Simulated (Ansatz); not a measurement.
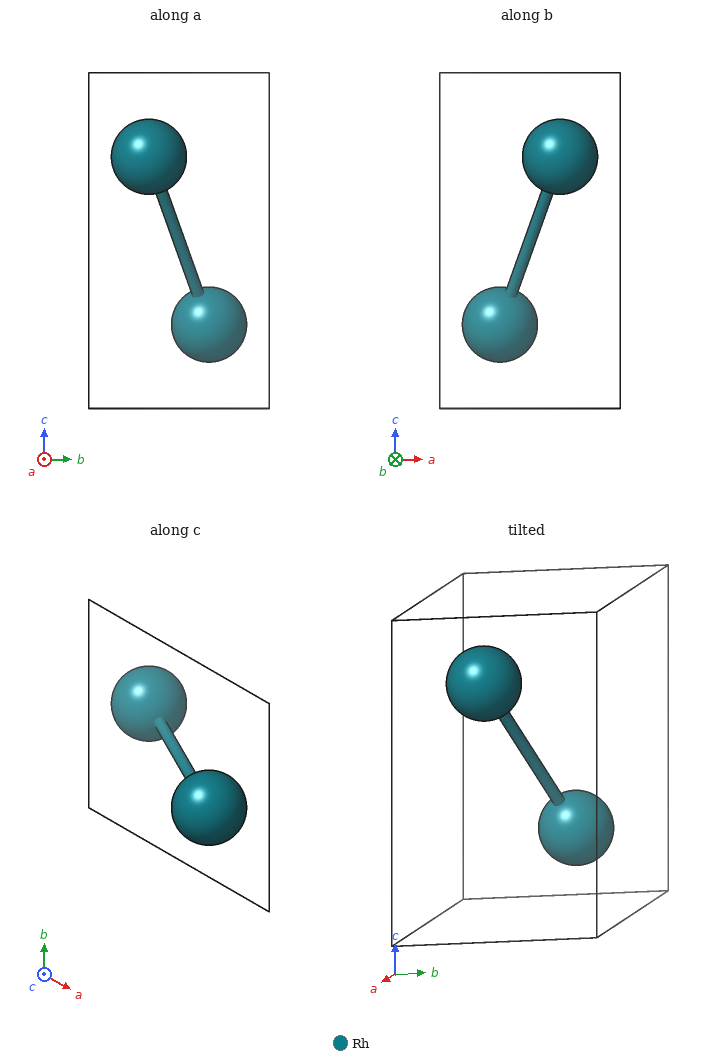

We look at a ball-and-stick model of the crystal along the a axis, along the b axis, along the c axis and slightly off an axis. The conventional unit cell is outlined; an atom on or near a face, edge or corner is repeated at each equivalent position.

Lattice parameters: a = 2.724 Å, b = 2.724 Å, c = 4.390 Å, α = 90.00°, β = 90.00°, γ = 120.00°.

Record the structure as a table of Wyckoff sites.

Space group P6_3/mmc (No. 194).
```json
{"atom": "Rh", "site": "2c", "x": "0.6667", "y": "0.3333", "z": "0.7500"}
```

The model was built from a structure type filled with this element by a generator (whether the element takes this form wasn't checked). Earlier steps of the study may have refined or changed the cell and positions. A calculation with Ansatz used it as input.
